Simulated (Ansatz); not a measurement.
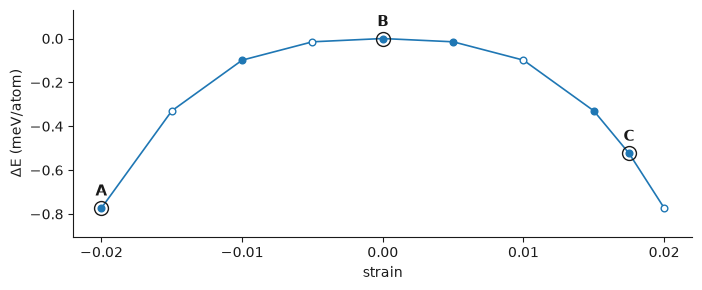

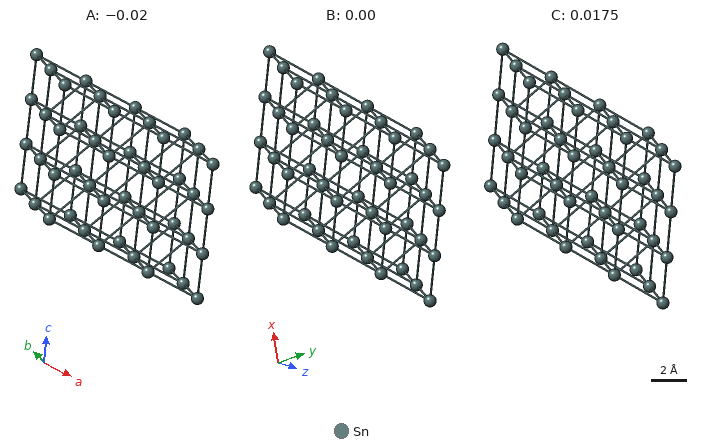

Energy scan for solid Sn (Im-3m), in which the cell is strained along x and oppositely along y, with the atoms kept at their fractional coordinates. x, y and z are the Cartesian axes of the input. The lettered frames are marked on the plot. Hollow markers are points alike by symmetry, not computed again. A ball-and-stick model of the cell of the calculation, repeated 3 × 2 × 3 with one cell outlined, seen slightly off an axis.

All numbers below come from DFT r2SCAN, scalar-relativistic, plane waves, PAW (Ansatz). (plane-wave cutoff 500 eV; k-point mesh 22 × 22 × 22; occupations gaussian; smearing width 0.15 eV; no spin polarisation). Energies (free energies at the smearing named) are counted from the relaxed crystal.

Question: Read off the main features of the energy profile.

Answer: The lowest computed point lies at the strain −0.02 and 0.02 (by symmetry) (−0.77 meV/atom). A local maximum lies at 0.00 (0.00 meV/atom). The energy is still falling at the end of the range, so the minimum along this coordinate lies there or beyond. The distortion takes the space group from Im-3m to Immm. At the strain −0.02 the cell of the drawing goes α 109.5° → 111.1°, β 109.5° → 107.9°.
